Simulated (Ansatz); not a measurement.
HfO₂: several calculations on one system

### Scan

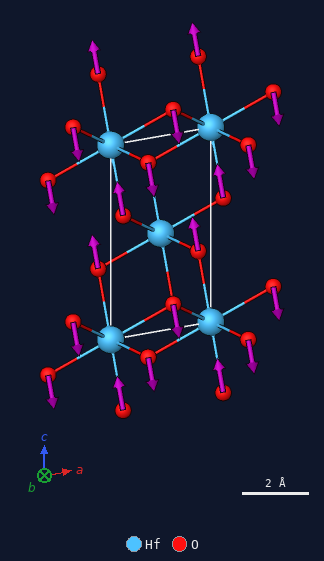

A scan of solid HfO₂ (Fm-3m): a normal mode of wave vector (0, 0, 1/2) of the primitive cell, folded into a doubled cell, is frozen in with the cell fixed, the amplitude being the largest displacement of an atom. The picture shows the reference cell. The purple arrows give the direction of positive displacement. Style: ball-and-stick. Shown: the cell of the calculation, along the b axis.

Level of theory: Ansatz, DFT PBE, scalar-relativistic, plane waves, PAW. (plane-wave cutoff 420 eV; k-point mesh 6 × 6 × 8; occupations gaussian; smearing width 0.05 eV; no spin polarisation). Energies (free energies at the smearing named) are counted from the relaxed crystal.

```
Hf O
1.0
     0.00000   -2.54881   -2.54881
    -2.54881    0.00000   -2.54881
     2.54881    2.54881   -5.09761
Hf O
2 4
Direct
  0.00000 0.00000 0.00000
  0.50000 0.50000 0.50000
  0.12500 0.12500 0.62500
  0.62500 0.62500 0.12500
  0.37500 0.37500 0.87500
  0.87500 0.87500 0.37500
```

Q: Give the energy at each point (the amplitude: −0.120, −0.090, −0.060, −0.030, 0.000, 0.015, 0.030, 0.045, 0.060, 0.075, 0.090, 0.105, 0.120 Å).

A:
```
largest displacement (Å)  ΔE (meV/cell)
                  −0.120            430
                  −0.090            242
                  −0.060            108
                  −0.030             27
                   0.000              0
                   0.015              7
                   0.030             27
                   0.045             61
                   0.060            108
                   0.075            168
                   0.090            242
                   0.105            330
                   0.120            430
```

Points that are alike by symmetry were computed once.

The harmonic wavenumber of the mode is 488 cm⁻¹, a stable vibration. The lowest computed point lies at the amplitude 0.00 Å (0 meV/cell). At the ends of the scan the energy is 430 meV/cell (−0.12 Å) and 430 meV/cell (0.12 Å). The well is symmetric. At the highest point the shortest interatomic distance is 2.10 Å, against 2.21 Å in the reference. The distortion takes the space group from Fm-3m to R-3m.

As a plot (hollow markers are points alike by symmetry):

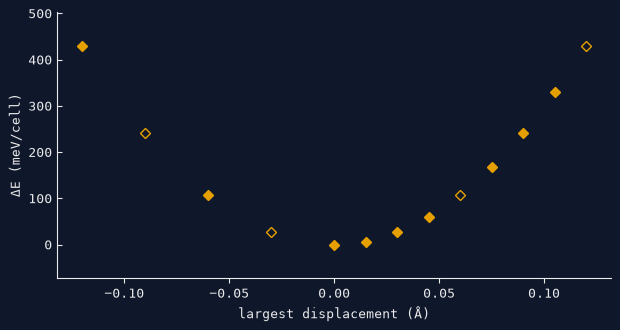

### Scan

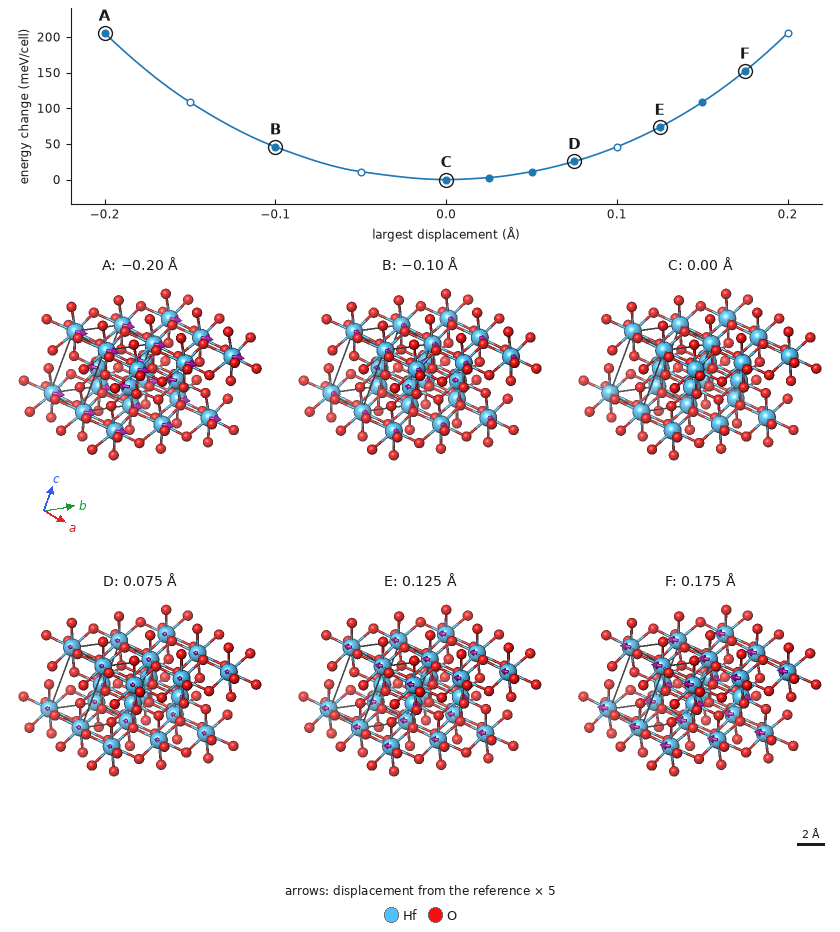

A scan of a crystal of HfO2 (Fm-3m): a normal mode of wave vector (0, 0, 1/2) of the primitive cell, folded into a doubled cell, (one arbitrary combination within a set of 2 degenerate modes) is frozen in with the cell fixed, the amplitude being the largest displacement of an atom. The lettered frames are marked on the plot. Hollow markers are points alike by symmetry, not computed again. A ball-and-stick model of the cell of the calculation, repeated 2 × 2 × 1 with one cell outlined, seen slightly off an axis, with a slight tilt. Purple arrows: displacements from the reference.

These are results of DFT PBE, scalar-relativistic, plane waves, PAW (Ansatz 0.2.0), not measurements. Settings: plane-wave cutoff 420 eV; k-point mesh 6 × 6 × 8; occupations gaussian; smearing width 0.05 eV; no spin polarisation. Energies (free energies at the smearing named) are counted from the relaxed crystal.

> Read off the main features of the energy profile.

The harmonic wavenumber of the mode is 82 cm⁻¹, a stable vibration. The lowest computed point lies at the amplitude 0.00 Å (0.0 meV/cell). At the ends of the scan the energy is 205.4 meV/cell (−0.20 Å) and 205.4 meV/cell (0.20 Å). The well is symmetric. At the highest point the shortest interatomic distance is 2.04 Å, against 2.21 Å in the reference.

### Energy map

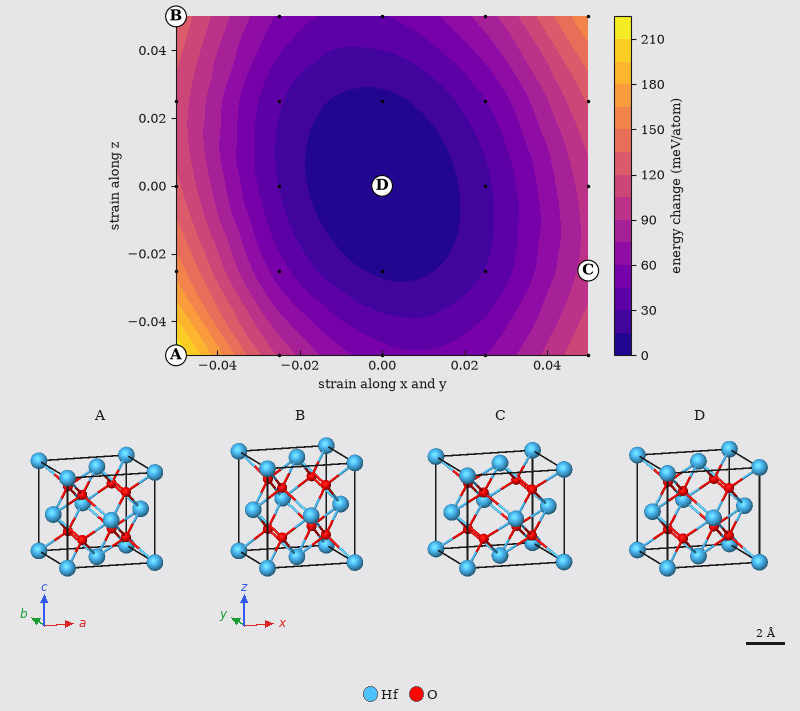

Energy scan for solid HfO2 (Fm-3m), in which the cell is strained equally along x and y and separately along z, with the atoms kept at their fractional coordinates. x, y and z are the Cartesian axes of the input. The map is interpolated between the computed points (dots). The lettered frames are marked on it. Style: ball-and-stick. Shown: the conventional cell (4 times the calculation's cell), slightly off an axis. Lengths and directions refer to the drawn axes.

Theory: DFT PBE, scalar-relativistic, plane waves, PAW (Ansatz). (plane-wave cutoff 420 eV; k-point mesh 8 × 8 × 8; occupations gaussian; smearing width 0.05 eV; no spin polarisation). Energies (free energies at the smearing named) are counted from the relaxed crystal.

> What does the map show?

In pairs of (strain along x and y; strain along z): the lowest computed point lies at (0.000, 0.000) (0.0 meV/atom), the highest at (−0.050, −0.050) (224.7 meV/atom). The valley is tilted: raising the in-plane strain is made harder by raising the strain along z (cross term 0.23 of the geometric mean of the two curvatures). Over the ranges scanned the energy rises more along the first axis, the in-plane strain. The pressure runs from −26.4 GPa at (0.050, 0.050) to 52.3 GPa at (−0.050, −0.050). The frames lie at A (−0.050, −0.050): 224.7 meV/atom, B (−0.050, 0.050): 131.7 meV/atom, C (0.050, −0.025): 97.3 meV/atom, D (0.000, 0.000): 0.0 meV/atom.

The computed points:

Rows: strain along x and y; columns: strain along z; values in meV/atom.

```csv
,−0.050,−0.025,0.000,0.025,0.050
−0.050,224.7,159.4,124.1,115.7,131.7
−0.025,102.0,51.7,29.2,32.0,57.4
0.000,50.7,12.2,0.0,11.3,43.9
0.025,59.6,30.4,26.1,44.0,81.9
0.050,119.4,97.3,98.9,121.6,163.0
```

### Softest mode

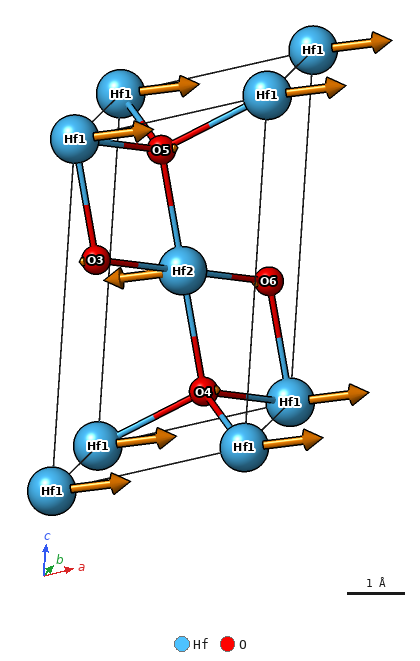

The lowest mode of crystalline HfO₂, space group Fm-3m (No. 225), at the zone centre of a doubled cell. The orange arrows give the relative displacements of the atoms. A ball-and-stick model of the cell of the calculation, seen slightly off an axis.

The calculation used Ansatz, DFT PBE, scalar-relativistic, plane waves, PAW. Set-up: plane-wave cutoff 420 eV; k-point mesh 6 × 6 × 8; occupations gaussian; smearing width 0.05 eV; no spin polarisation.

Frequencies are those without the non-analytic (LO–TO) term.

Question: Is this crystal at a minimum with respect to the drawn distortion?

Answer: Yes: this softest mode has a real frequency, and so have all others here. That speaks for this wave vector alone: the rest of the zone wasn't checked in this run. This is a doubly degenerate mode (one member of the set is drawn) at 10.2 meV, the lowest level (the three translations aside). All motion is along [2 −1 0] of the drawn cell; atoms of one kind move against one another, with no net shift of any sublattice; it stretches the shortest Hf–O bonds (2.21 Å). It changes sign from one half of the doubled cell to the other: it belongs to the zone boundary, q = (0, 0, 1/2) in the reciprocal vectors of the undoubled cell.
